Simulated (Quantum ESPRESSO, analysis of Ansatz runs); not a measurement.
# A hop of Li in Li2O (Fm-3m), charge +1 (Quantum ESPRESSO), part 2 of 3

How high is the barrier when Li changes place in Li2O (Fm-3m)? The case: Li_i by the interstitialcy path, charge +1, in a cell of 81 host atoms with 1 Li put in.

Quantum ESPRESSO 7.5; Quantum ESPRESSO plane-wave DFT, PBEsol, GBRV 1.5 PBEsol potentials; nudged elastic band between two relaxed defect structures at fixed charge in a uniform background.

So far: The structure; Relaxation of the start point, charge +1.

### 3. Relaxation of the end point, charge +1

Level of this step: Quantum ESPRESSO plane-wave DFT, PBEsol, GBRV 1.5 PBEsol potentials; relaxation of all atoms of a defect supercell at fixed charge in a uniform background (Quantum ESPRESSO).

The end point is relaxed in the same cell and settings, so that the two energies compare. Atoms more than 3.2 Å from the middle of the hop start where the first relaxation left them, the nearer ones on or close to their ideal places, with small random displacements.

File pw.in:

```
&CONTROL
  calculation = 'relax'
  prefix = 'pwscf'
  outdir = './tmp'
  pseudo_dir = './pseudo'
  tprnfor = .true.
  disk_io = 'low'
  nstep = 70
  forc_conv_thr = 0.00078
  etot_conv_thr = 0.0001
/
&SYSTEM
  ibrav = 0
  nat = 82
  ntyp = 2
  ecutwfc = 40
  ecutrho = 324
  nbnd = 167
  occupations = 'fixed'
  tot_charge = 1
  nosym = .true.
/
&ELECTRONS
  conv_thr = 8d-08
  electron_maxstep = 100
  mixing_beta = 0.5
/
&IONS
  ion_dynamics = 'bfgs'
/
ATOMIC_SPECIES
Li     6.9400 li_pbesol_v1.4.uspp.F.UPF
O     15.9990 o_pbesol_v1.2.uspp.F.UPF
CELL_PARAMETERS angstrom
   0.0000000000    6.8725884295    6.8725884295
   6.8725884295    0.0000000000    6.8725884295
   6.8725884295    6.8725884295    0.0000000000
ATOMIC_POSITIONS crystal
Li     0.2510809387    0.2500337259    0.2491888315
Li     0.0826012495    0.0843513205    0.0843009448
[... 13 atom lines left out ...]
Li     0.1667422974    0.4991642776    0.8329543497
[... 3 atom lines left out ...]
Li     0.0841643726    0.7500130663    0.0821797980
O     -0.0010815496    0.6674175324   -0.0002402210
Li     0.2502753938    0.9171312430    0.5820825144
[... 2 atom lines left out ...]
Li     0.2508205319    0.9168543202    0.9154915739
Li     0.0834656777    0.7494391700    0.7492940954
[... 12 atom lines left out ...]
O      0.3336109221    0.3342339087   -0.0011063154
[... 8 atom lines left out ...]
O      0.3342846175    0.6659279755    0.0004611466
[... 4 atom lines left out ...]
Li     0.4164650512    0.7500892181    0.7490407524
O      0.3334811220    0.6662815388    0.6658058319
[... 24 atom lines left out ...]
Li     0.9155156174    0.9175156981    0.9167040726
[... 2 atom lines left out ...]
Li     0.2502212447    0.5824426958    0.9162763483
K_POINTS gamma
```

Command:

```console
$ OMP_NUM_THREADS=1 mpirun -n 4 pw.x -in pw.in > pw.out
```

Log:

```text
[shortened: banners, details of potentials and solvers, and blank lines are left out]
[banner, memory and clock lines left out]
     gamma-point specific algorithms are used
     one sub-group per band group will be used
     bravais-lattice index     =            0
     lattice parameter (alat)  =      18.3668  a.u.
     unit-cell volume          =    4381.1448 (a.u.)^3
     number of atoms/cell      =           82
     number of atomic types    =            2
     number of electrons       =       326.00
     number of Kohn-Sham states=          167
     kinetic-energy cutoff     =      40.0000  Ry
     charge density cutoff     =     324.0000  Ry
     scf convergence threshold =      8.0E-08
     mixing beta               =       0.5000
     number of iterations used =            8  plain     mixing
     energy convergence thresh.=      1.0E-04
     force convergence thresh. =      7.8E-04
     Exchange-correlation= SLA  PW   PSX  PSC
                           (   1   4  10   8   0   0   0)
     nstep                     =           70
     crystal axes: (cart. coord. in units of alat)
               a(1) = (   0.000000   0.707107   0.707107 )
               a(2) = (   0.707107   0.000000   0.707107 )
               a(3) = (   0.707107   0.707107   0.000000 )
     PseudoPot. # 1 for Li read from file:
     li_pbesol_v1.4.uspp.F.UPF
     Pseudo is Ultrasoft, Zval =  3.0
     PseudoPot. # 2 for O  read from file:
     o_pbesol_v1.2.uspp.F.UPF
     Pseudo is Ultrasoft + core correction, Zval =  6.0
[...]
atomic species   valence    mass     pseudopotential
     Li                3.00     6.94000     Li( 1.00)
     O                 6.00    15.99900     O ( 1.00)
     No symmetry found
     site n.     atom                  positions (alat units)
         1        Li     tau(   1) = (   0.3530037   0.3537441   0.3543416  )
         2        Li     tau(   2) = (   0.1192552   0.1180177   0.1180533  )
         3        O      tau(   3) = (  -0.0003196  -0.0005035   0.0008384  )
         4        Li     tau(   4) = (   0.5906980   0.5890087   0.3553330  )
         5        Li     tau(   5) = (   0.3536809   0.3510374   0.1176296  )
         6        O      tau(   6) = (   0.2352864   0.2347992   0.0002633  )
         7        Li     tau(   7) = (   0.8237755   0.8251309   0.3539347  )
         8        Li     tau(   8) = (   0.5898620   0.5900869   0.1178533  )
[...]
number of k points=     1
                       cart. coord. in units 2pi/alat
        k(    1) = (   0.0000000   0.0000000   0.0000000), wk =   2.0000000
     Dense  grid:   215632 G-vectors     FFT dimensions: ( 108, 108, 108)
     Smooth grid:    74755 G-vectors     FFT dimensions: (  75,  75,  75)
     starting charge     302.2055, renormalised to     326.0000
     Self-consistent Calculation
     iteration #  1     ecut=    40.00 Ry     beta= 0.50
     total energy              =   -1668.00490933 Ry
     estimated scf accuracy    <       2.49938629 Ry
     iteration #  2     ecut=    40.00 Ry     beta= 0.50
     total energy              =   -1667.77511298 Ry
     estimated scf accuracy    <       0.51454827 Ry
     iteration #  3     ecut=    40.00 Ry     beta= 0.50
     total energy              =   -1667.84803997 Ry
     estimated scf accuracy    <       0.00384037 Ry
[...]
estimated scf accuracy    <       0.00000459 Ry
     iteration #  8     ecut=    40.00 Ry     beta= 0.50
     total energy              =   -1667.85465114 Ry
     estimated scf accuracy    <       0.00000176 Ry
     iteration #  9     ecut=    40.00 Ry     beta= 0.50
     total energy              =   -1667.85465167 Ry
     estimated scf accuracy    <       0.00000037 Ry
     iteration # 10     ecut=    40.00 Ry     beta= 0.50
     End of self-consistent calculation
          k = 0.0000 0.0000 0.0000 (  9382 PWs)   bands (ev):
   -43.2038 -40.0259 -39.9601 -39.9448 -39.9235 -39.8808 -39.8717 -39.8425
   -39.7791 -39.2583 -39.2375 -39.1874 -39.1751 -39.1537 -39.1475 -39.1273
   -39.1200 -39.1119 -39.0949 -39.0835 -39.0796 -39.0743 -39.0615 -39.0469
   -39.0340 -39.0256 -39.0204 -39.0111 -39.0039 -38.9840 -38.9716 -38.9612
   -38.9431 -38.9383 -38.9349 -38.9302 -38.9151 -38.8972 -38.8786 -38.8734
   -38.8575 -38.8527 -38.8373 -38.8282 -38.8225 -38.8162 -38.8041 -38.7926
   -38.7845 -38.7660 -38.7524 -38.7414 -38.7264 -38.7138 -38.6742 -13.0809
   -12.9977 -12.9601 -12.9253 -12.8423 -12.8112 -12.2003 -12.1322 -12.1094
[...]
highest occupied, lowest unoccupied level (ev):     3.1060    8.3431
!    total energy              =   -1667.85465172 Ry
     estimated scf accuracy    <       0.00000002 Ry
     The total energy is the sum of the following terms:
     one-electron contribution =    -670.40286910 Ry
     hartree contribution      =     408.17077382 Ry
     xc contribution           =    -382.95745489 Ry
     ewald contribution        =   -1022.66510154 Ry
     convergence has been achieved in  10 iterations
     Forces acting on atoms (cartesian axes, Ry/au):
     atom    1 type  1   force =     0.00475985    0.00565070   -0.00654590
     atom    2 type  1   force =    -0.01037892    0.00355279   -0.00645799
     atom    3 type  2   force =     0.00333157    0.00237476   -0.00088982
     atom    4 type  1   force =    -0.01126770   -0.00341192   -0.01072593
     atom    5 type  1   force =    -0.00009386    0.00673350   -0.00035330
     atom    6 type  2   force =     0.00254046    0.00233755   -0.00129079
     atom    7 type  1   force =    -0.03831707    0.04145290   -0.04219453
     atom    8 type  1   force =    -0.00142879   -0.00225599    0.00022026
[...]
Total force =     0.263700     Total SCF correction =     0.000128
     BFGS Geometry Optimization
     Energy error            =      7.0E-02 Ry
     Gradient error          =      6.6E-02 Ry/Bohr
     number of scf cycles    =   1
     number of bfgs steps    =   0
     energy             new  =   -1667.8546517180 Ry
     new trust radius        =       0.0744948866 bohr
     new conv_thr            =       0.0000000800 Ry
ATOMIC_POSITIONS (crystal)
Li               0.2508632244        0.2497474176        0.2498416396
Li               0.0828889808        0.0835663350        0.0842867719
O                0.0003916726        0.0007254630       -0.0009209406
Li               0.2499533871        0.2517374763        0.5827679915
Li               0.0815567641        0.0847694748        0.4154035719
O               -0.0002158118        0.0004887961        0.3324519720
Li               0.2526746982        0.2446156990        0.9174284701
Li               0.0834705238        0.0832161371        0.7508646536
[...]
Self-consistent Calculation
[...]
iteration #  5     ecut=    40.00 Ry     beta= 0.50
     total energy              =   -1667.96452442 Ry
     estimated scf accuracy    <       0.00000004 Ry
     iteration #  6     ecut=    40.00 Ry     beta= 0.50
     total energy              =   -1667.96452442 Ry
     estimated scf accuracy    <          9.3E-09 Ry
     iteration #  7     ecut=    40.00 Ry     beta= 0.50
     total energy              =   -1667.96452442 Ry
     estimated scf accuracy    <          8.2E-09 Ry
     iteration #  8     ecut=    40.00 Ry     beta= 0.50
[...]
k = 0.0000 0.0000 0.0000 (  9382 PWs)   bands (ev):
   -40.8445 -39.3298 -39.2658 -39.2652 -39.2648 -39.2545 -39.2539 -39.2378
   -39.2373 -39.2369 -39.2347 -39.2344 -39.2338 -39.2043 -39.1843 -39.1840
   -39.1837 -39.1829 -39.1826 -39.1815 -39.1487 -39.1478 -39.1477 -39.1372
   -39.1365 -39.1216 -39.0897 -39.0780 -39.0774 -39.0771 -39.0457 -39.0450
   -39.0448 -39.0237 -39.0216 -39.0210 -39.0208 -39.0196 -39.0184 -39.0175
   -39.0074 -39.0067 -39.0066 -38.9710 -38.9598 -38.9586 -38.9548 -38.9545
   -38.9542 -38.9540 -38.9531 -38.9523 -38.8944 -38.8019 -38.7925 -12.4650
   -12.3151 -12.3149 -12.3138 -12.3063 -12.2323 -12.2250 -12.2243 -12.2093
[...]
highest occupied, lowest unoccupied level (ev):     2.9442    8.3249
!    total energy              =   -1667.96452442 Ry
     estimated scf accuracy    <          1.2E-09 Ry
[...]
convergence has been achieved in   8 iterations
     Forces acting on atoms (cartesian axes, Ry/au):
     atom    1 type  1   force =     0.00011094    0.00061948   -0.00000424
     atom    2 type  1   force =    -0.00004821    0.00030975   -0.00048280
     atom    3 type  2   force =    -0.00006214   -0.00007406    0.00007515
     atom    4 type  1   force =    -0.00026162   -0.00043389   -0.00005752
     atom    5 type  1   force =     0.00000669    0.00012003    0.00023144
     atom    6 type  2   force =    -0.00007256   -0.00012621    0.00007844
     atom    7 type  1   force =    -0.00010806    0.00009756   -0.00008383
     atom    8 type  1   force =    -0.00014994    0.00007639   -0.00012740
[...]
Total force =     0.005340     Total SCF correction =     0.000027
[...]
number of scf cycles    =  10
     number of bfgs steps    =   9
     energy             old  =   -1667.9643790110 Ry
     energy             new  =   -1667.9645244231 Ry
     CASE: energy            _new < energy            _old
     new trust radius        =       0.0039969105 bohr
[...]
ATOMIC_POSITIONS (crystal)
Li               0.2509676386        0.2483601742        0.2519300918
Li               0.0827743972        0.0807362013        0.0846942810
O               -0.0003043071       -0.0003208559        0.0005106296
Li               0.2511855739        0.2479557836        0.5818067369
Li               0.0830923580        0.0835090449        0.4167318199
O               -0.0003326909       -0.0002166026        0.3332198699
Li               0.2558812887        0.2326610880        0.9222707015
Li               0.0831658055        0.0833472299        0.7497519728
[...]
Self-consistent Calculation
     iteration #  1     ecut=    40.00 Ry     beta= 0.50
     total energy              =   -1667.96456098 Ry
     estimated scf accuracy    <       0.00003389 Ry
     iteration #  2     ecut=    40.00 Ry     beta= 0.50
     total energy              =   -1667.96456897 Ry
     estimated scf accuracy    <       0.00000193 Ry
     iteration #  3     ecut=    40.00 Ry     beta= 0.50
     total energy              =   -1667.96456948 Ry
     estimated scf accuracy    <       0.00000016 Ry
     iteration #  4     ecut=    40.00 Ry     beta= 0.50
     total energy              =   -1667.96456952 Ry
     estimated scf accuracy    <       0.00000004 Ry
     iteration #  5     ecut=    40.00 Ry     beta= 0.50
     total energy              =   -1667.96456953 Ry
     estimated scf accuracy    <          6.5E-09 Ry
     iteration #  6     ecut=    40.00 Ry     beta= 0.50
     End of self-consistent calculation
          k = 0.0000 0.0000 0.0000 (  9382 PWs)   bands (ev):
   -40.8455 -39.3276 -39.2623 -39.2619 -39.2615 -39.2519 -39.2514 -39.2353
   -39.2347 -39.2344 -39.2323 -39.2318 -39.2314 -39.2024 -39.1813 -39.1809
   -39.1803 -39.1801 -39.1799 -39.1789 -39.1454 -39.1449 -39.1444 -39.1348
   -39.1342 -39.1181 -39.0917 -39.0718 -39.0717 -39.0714 -39.0417 -39.0416
   -39.0414 -39.0261 -39.0256 -39.0234 -39.0223 -39.0215 -39.0211 -39.0202
   -39.0090 -39.0087 -39.0085 -38.9746 -38.9642 -38.9635 -38.9592 -38.9587
   -38.9586 -38.9565 -38.9556 -38.9550 -38.8969 -38.8176 -38.8071 -12.4586
   -12.3083 -12.3079 -12.3067 -12.3064 -12.2345 -12.2190 -12.2179 -12.2114
[...]
highest occupied, lowest unoccupied level (ev):     2.9433    8.3260
!    total energy              =   -1667.96456953 Ry
     estimated scf accuracy    <          8.6E-10 Ry
     The total energy is the sum of the following terms:
     one-electron contribution =    -670.11169066 Ry
     hartree contribution      =     408.32370350 Ry
     xc contribution           =    -382.99781845 Ry
     ewald contribution        =   -1023.17876391 Ry
     convergence has been achieved in   6 iterations
     Forces acting on atoms (cartesian axes, Ry/au):
     atom    1 type  1   force =    -0.00005904    0.00031759    0.00014173
     atom    2 type  1   force =     0.00010962    0.00007981   -0.00014325
     atom    3 type  2   force =     0.00000414   -0.00006120    0.00006617
     atom    4 type  1   force =    -0.00000167   -0.00022100    0.00009401
     atom    5 type  1   force =    -0.00023335    0.00011885    0.00015474
     atom    6 type  2   force =    -0.00002797   -0.00009036    0.00001002
     atom    7 type  1   force =     0.00004404   -0.00001862    0.00004557
     atom    8 type  1   force =    -0.00009128    0.00028493   -0.00004068
[...]
Total force =     0.003004     Total SCF correction =     0.000033
     Energy error            =      4.5E-05 Ry
     Gradient error          =      5.5E-04 Ry/Bohr
     bfgs converged in  11 scf cycles and  10 bfgs steps
     (criteria: energy <  1.0E-04 Ry, force <  7.8E-04 Ry/Bohr)
     End of BFGS Geometry Optimization
     Final energy             =   -1667.9645695295 Ry
Begin final coordinates
ATOMIC_POSITIONS (crystal)
Li               0.2509676386        0.2483601742        0.2519300918
Li               0.0827743972        0.0807362013        0.0846942810
O               -0.0003043071       -0.0003208559        0.0005106296
Li               0.2511855739        0.2479557836        0.5818067369
Li               0.0830923580        0.0835090449        0.4167318199
O               -0.0003326909       -0.0002166026        0.3332198699
Li               0.2558812887        0.2326610880        0.9222707015
Li               0.0831658055        0.0833472299        0.7497519728
[...]
End final coordinates
```

Elapsed: 5.3 min, on 4 MPI ranks of Intel Xeon Platinum 8375C at 2.90GHz (Ice Lake), shared host; peak memory 1.4 GiB.

Step by step:

| step | energy less that of the first step (eV) |
| --- | --- |
| 0 | 0.0000 |
| 1 | -0.7860 |
| 2 | -1.2800 |
| 3 | -1.4478 |
| 4 | -1.4632 |
| 5 | -1.4761 |
| 6 | -1.4877 |
| 7 | -1.4908 |
| 8 | -1.4929 |
| 9 | -1.4949 |
| 10 | -1.4955 |

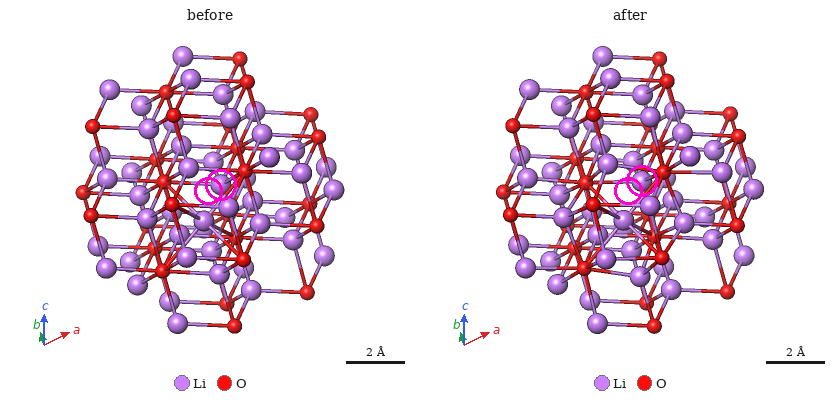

Before and after: the atoms that start within 5 Å of the centre. Li82, which moves most, is ringed if it is among them. A ring with no atom in it marks the empty centre.

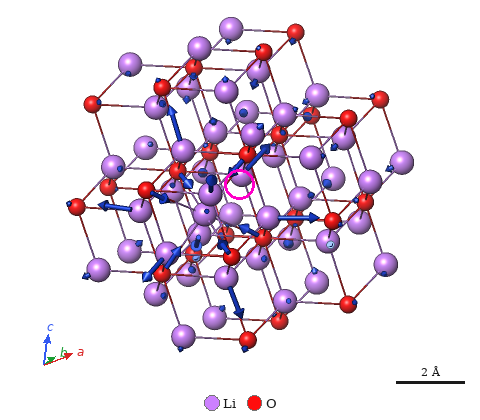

Displacements in the relaxation near the centre, exaggerated; the longest in the cell stands for 0.15 Å. A ring marks the centre wherever it is empty.

The atoms that moved most (Å):

| atom | dx | dy | dz | length |
| --- | --- | --- | --- | --- |
| Li82 | 0.088 | 0.079 | 0.084 | 0.145 |
| Li44 | -0.076 | 0.089 | 0.085 | 0.144 |
| Li26 | 0.086 | -0.078 | 0.083 | 0.143 |
| Li17 | -0.086 | -0.068 | -0.077 | 0.134 |
| Li7 | -0.069 | 0.077 | -0.082 | 0.132 |
| Li11 | 0.074 | 0.077 | -0.071 | 0.128 |
| Li70 | 0.091 | -0.067 | -0.059 | 0.127 |
| Li13 | -0.050 | -0.073 | 0.086 | 0.123 |

Neighbours of Li82 at the end:

| atom | distance (Å) |
| --- | --- |
| O48 | 1.866 |
| O21 | 1.988 |
| O54 | 1.989 |
| O39 | 1.990 |
| Li16 | 2.121 |
| Li53 | 2.235 |
| Li20 | 2.235 |
| Li38 | 2.238 |

Read from the output:

```
highest filled level                                                                              : 2.943 eV
lowest empty level                                                                                : 8.326 eV
r.m.s. move of the farther half of the atoms                                                      : 0.02031 Å
largest move from the ideal geometry of this structure, a common shift of the far atoms taken out : 0.1426 Å
```

The relaxation gained 1.496 eV and ended with a largest force component of 0.014 eV/Å. The end lies within 1 meV of the start.

[end of part 2 of 3]

[Logs are printed without paths, hosts, clocks, repeated set-up lines and the standing remarks that a program may print on its own settings, such as how far it seeks lower states.]

[Hosts, paths, dates, database ids (printed as entryN), source tags and the programs' standing remarks are cut or masked in the printed files.]
